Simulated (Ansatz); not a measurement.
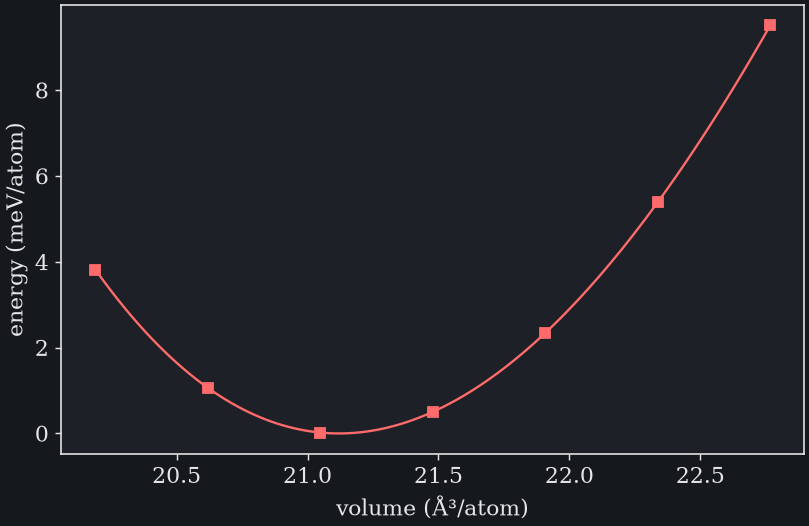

The plot gives the computed energy against volume.

Method: plane-wave DFT, no spin polarisation; energies at scaled volumes of the given cell, shape and fractions fixed, counted from the fit's minimum, third-order Birch-Murnaghan fit (Ansatz 0.2.0). Level: PBE0.

For which of these solids was it computed?
A. CdO, Fm-3m (No. 225)
B. NaCl, Pm-3m (No. 221)
C. RbBr, Fm-3m (No. 225)

B, NaCl: energy from 0.02 meV/atom to 9.51 meV/atom, V0 21.12 Å³/atom, B0 27.4 GPa. The others give: RbBr, energy from 0.08 meV/atom to 23.83 meV/atom, V0 42.36 Å³/atom, B0 12.6 GPa; CdO, energy from 0.00 meV/atom to 27.00 meV/atom, V0 13.02 Å³/atom, B0 147 GPa.

For NaCl, limits of the calculation: coarse k mesh.
